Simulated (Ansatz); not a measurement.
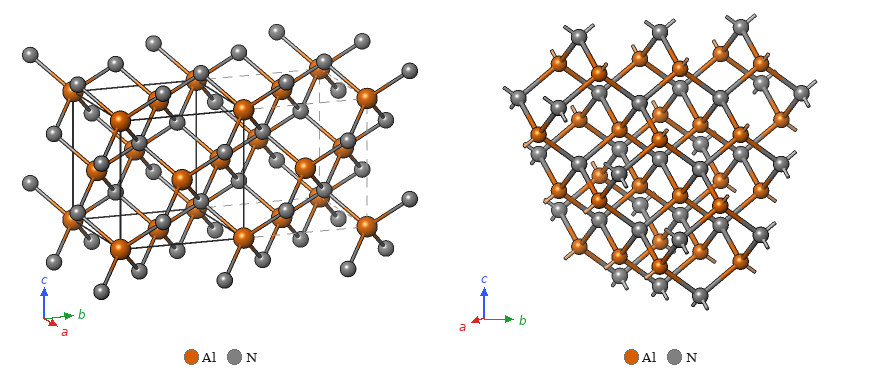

Left: the structure. Right: its underlying net. Nodes are coloured by element. Short stubs are edges that leave the cut-out.

AlN (space group F-43m, No. 216): the geometry relaxed with DFT PBEsol, scalar-relativistic, plane waves, PAW (Ansatz).

Bonds are taken as Al–N below 2.1 Å. Simplification: prune 0- and 1-connected atoms, fold 2-connected ones into links.

The result is a uninodal 4-connected, three-periodic net: Al and N are 4-connected nodes. It is the dia net, known from diamond, zinc blende and cristobalite. It is a single net, without interpenetration.

| node | links | point symbol | coordination sequence |
| --- | --- | --- | --- |
| Al and N | 4 | 6^6 | 4 12 24 42 64 |
